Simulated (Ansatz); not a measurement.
**KCl: density, localisation and related maps**

Input

```
crystal:
  lattice:
    - [0.0, 3.345466, 3.1561]
    - [2.966734, 0.0, 3.1561]
    - [2.966734, 3.345466, 0.0]
  atoms:
    - { symbol: K, position: [0.0, 0.0, 0.0] }
    - { symbol: Cl, position: [0.5, 0.5, 0.5] }
basis:
  ecutwfc: 420
kpoints:
  mp_grid: { grid: [6, 6, 6] }
hamiltonian:
  xc: pbe
scf:
  occupations: { method: gaussian, width: 0.05 }
output:
  forces: true
  stress: true
  eigenvalues: true
  write_density: true
  write_potential: true
  elf: true
  volumetric_format: npy
```

Launched as:

```sh
ansatz run input.yaml --threads 1 --pin off --max-ram 2560MiB --backend cpu --events-out ev --progress --plain --runs-dir out
```

Below, planes, directions and counts refer to the conventional cell (a = 5.93 Å, b = 6.31 Å, c = 6.69 Å, α = 90.00°, β = 90.00°, γ = 90.00°).

Space group Fmmm; changed on purpose from its base cell (strain -0.0600 x Voigt [1, -1, 0, 0, 0, 0], atoms carried along).

The calculation used DFT PBE, scalar-relativistic, plane waves, PAW in Ansatz 0.2.0.

Core electrons are frozen (PAW), and the valence fields are smoothed inside the atomic spheres.

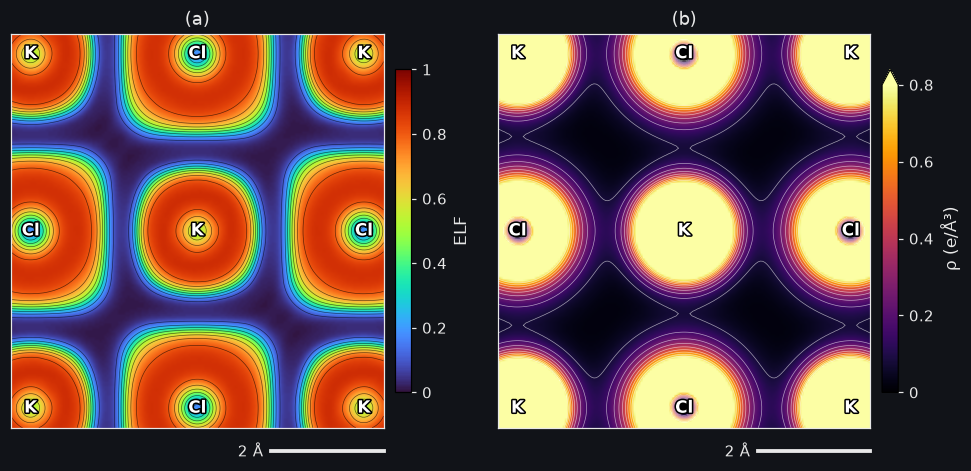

Figure 1. (a) electron localisation function; (b) valence pseudo-density on the (001) plane of the conventional cell.

Question: Read the bonding off the picture.

Answer: The plane passes through K and Cl nuclei. K–Cl (2.97 Å): the density is about 0.13 e/Å³ at the midpoint; the ELF peaks at about 0.90 in the valence shell of Cl, 0.8 Å from its nucleus, and drops to about 0.05 between the two atoms; an ionic contact with no shared pair. K–Cl (3.16 Å): the density is about 0.09 e/Å³ at the midpoint; the ELF is about 0.05 at the midpoint; a closed-shell, largely ionic contact. Between the atoms the lowest density in this plane is 0.02 e/Å³. The features right at K lie inside the PAW spheres, where the map follows smoothed inner orbitals and isn't to be read closely.

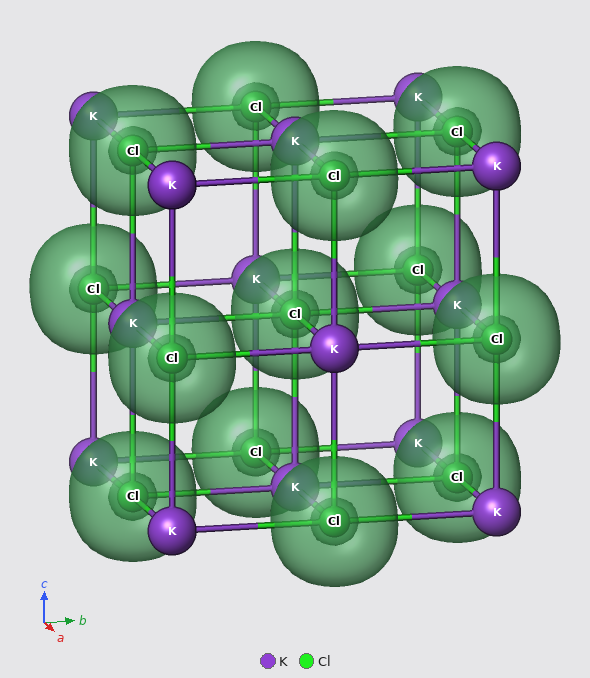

Figure 2. Isosurface of the electron localisation function at 0.75 (green), seen slightly off an axis. Core shells and regions of very low density are left out. Sticks mark near contacts.

Question: Describe the localisation domains.

Answer: The ELF exceeds this value in four regions wrapped around Cl (the valence shell of each), counted in one cell of 8 atoms. Any copies at cell faces, edges or corners count once.

Question: Does the calculation make it a metal, or give it a gap?

Answer: It is gapped, with a Kohn–Sham gap of 5.1 eV on the k-point mesh, an upper bound to the gap of this method.
